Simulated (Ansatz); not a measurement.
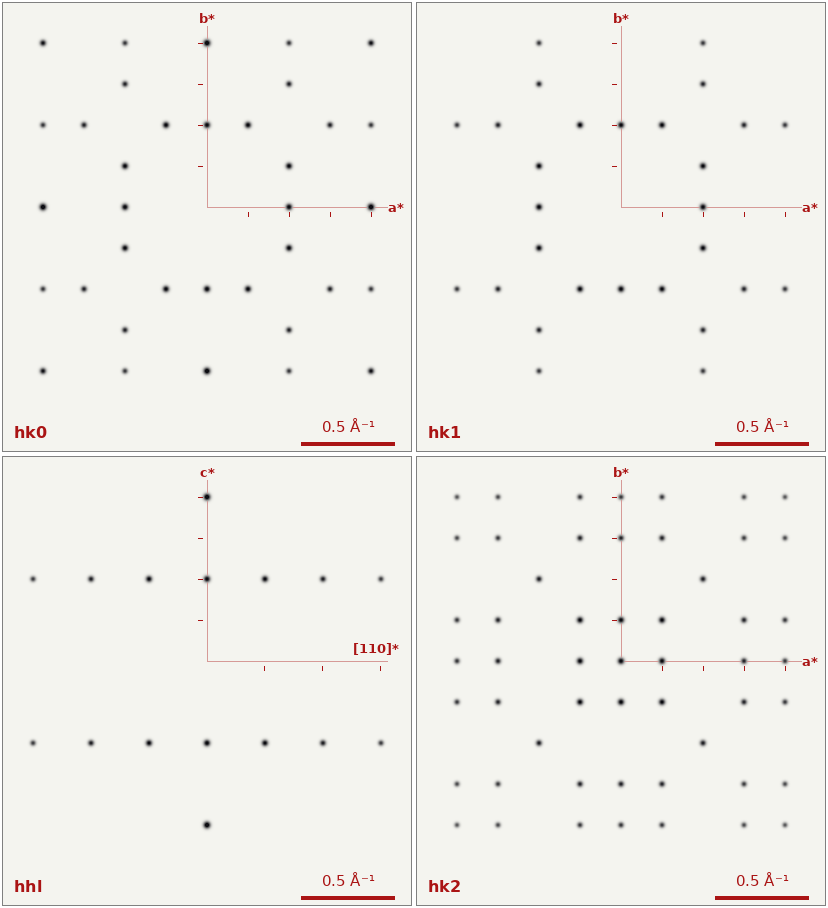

Simulated precession-type sections (X-rays; kinematic intensities, B = 0.5 Å²). The ticks mark integer indices of the conventional cell.

What cell do the layers give?

a* = 0.222, b* = 0.222, c* = 0.222 Å⁻¹; the cell is cubic with a = 4.51 Å.

List the systematic absences.

Reflections are present only under these conditions. hkl: no condition; hk0: no condition; hhl: l = 2n; h00: h = 2n. The lattice is primitive (P). Further gaps, such as 0 4 1, 4 0 1, 1 4 0, come from atoms on special positions, not from the group's general conditions. A few very weak reflections are below the display threshold.

Which space groups fit?

The intensities have Laue symmetry m-3m (the hk0 layer shows 4mm, hk1 shows 4mm). With these conditions the candidates are P-43n (No. 218), Pm-3n (No. 223). Diffraction geometry alone does not choose among them; the structure has Pm-3n. The compound is Ni. Structure: the geometry relaxed with Ansatz, DFT, RPBE, plane waves (420 eV) with PAW, scalar-relativistic; the starting structure was generated, so it need not be a known form of this composition.
